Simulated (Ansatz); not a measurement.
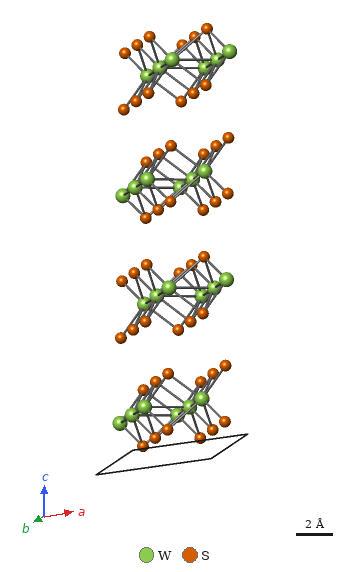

Starting structure of crystalline WS$_{2}$ (set up in P1). Style: ball-and-stick. Shown: the 2 × 3 repeat of the cell, outlined in the plane, without the vacuum, from a free direction.

Case: cell sheared at random, sigma 0.06, atoms nudged by 0.01 Å; relaxed back.

All numbers below come from Ansatz 0.2.0, DFT PBEsol, scalar-relativistic, plane waves, PAW.

The input:
```yaml
crystal:
  lattice:
    - [3.4356658329, 0.0322567409, 0.1765305282]
    - [-1.6898977594, 2.4389416836, -0.0806101239]
    - [1.9412508554, 0.0972040501, 34.8326468679]
  atoms:
    - { symbol: W, position: [0.6642172003, 0.3351234995, 0.4082578738] }
    - { symbol: W, position: [0.667332586, 0.3374986981, 0.7751595484] }
    - { symbol: W, position: [0.3345897299, 0.6649373769, 0.2252353129] }
    - { symbol: W, position: [0.3328565866, 0.6704876511, 0.5914260632] }
    - { symbol: S, position: [0.6692056774, 0.3351843415, 0.1798675137] }
    - { symbol: S, position: [0.6670133627, 0.3318537491, 0.5467883438] }
    - { symbol: S, position: [0.3299263686, 0.6631489592, 0.3625418961] }
    - { symbol: S, position: [0.3295294494, 0.6650783241, 0.729970604] }
    - { symbol: S, position: [0.6657889294, 0.3303706001, 0.2700185118] }
    - { symbol: S, position: [0.6646824423, 0.3314042579, 0.6364592159] }
    - { symbol: S, position: [0.3381969778, 0.6695895331, 0.4537567535] }
    - { symbol: S, position: [0.3366606896, 0.6653230096, 0.8205183628] }
basis:
  ecutwfc: 420
kpoints:
  mp_grid: { grid: [12, 12, 1] }
hamiltonian:
  xc: pbesol
scf:
  occupations: { method: gaussian, width: 0.05 }
output:
  forces: true
  stress: true
  eigenvalues: true
relax:
  adjacent_minimum: "off"
  f_tol: 0.01
  max_steps: 80
```

Command:
```bash
ansatz run input.yaml --threads 2 --pin off --max-ram 5120MiB --backend cpu --events-out ev --progress --plain --runs-dir out
```

**Where does the relaxation end?**

The energy falls by 1.353 eV per cell of the calculation in 12 geometry steps. The largest force component goes from 2.2 to 0.0018 eV/Å. The forces were under the threshold at step 6, but the run went on from there. The atom that moves furthest relative to the layer's centre is S12 (1.24 Å within the plane). Largest moves by element: S 1.24 Å, W 1.03 Å. The lattice vectors keep their values. Some distances before and after: W1–S11 2.627 → 2.443 Å, W2–S12 2.615 → 2.443 Å, W3–S5 2.604 → 2.443 Å, W1–S7 2.577 → 2.426 Å. Among the angles between lasting bonds that change: W4–S6–W4 80.6° → 77.3°, W4–S10–W4 81.7° → 78.8°, W2–S12–W2 80.1° → 77.3°. Within 0.06 Å the space group is P-1 at the start and P-1 at the end; at a tighter tolerance small leftover displacements or strains of the cell lower it.

The end point in the same view:

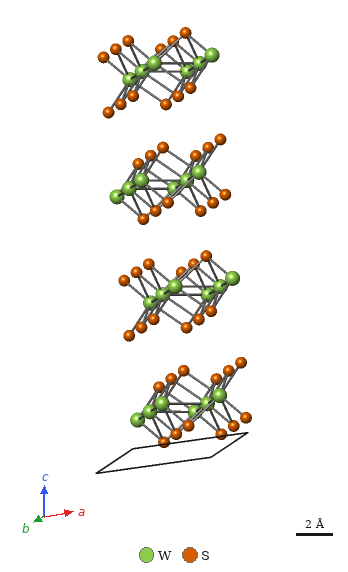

Limits of the set-up: layers or molecules are held without a dispersion correction, so their spacing is unreliable.
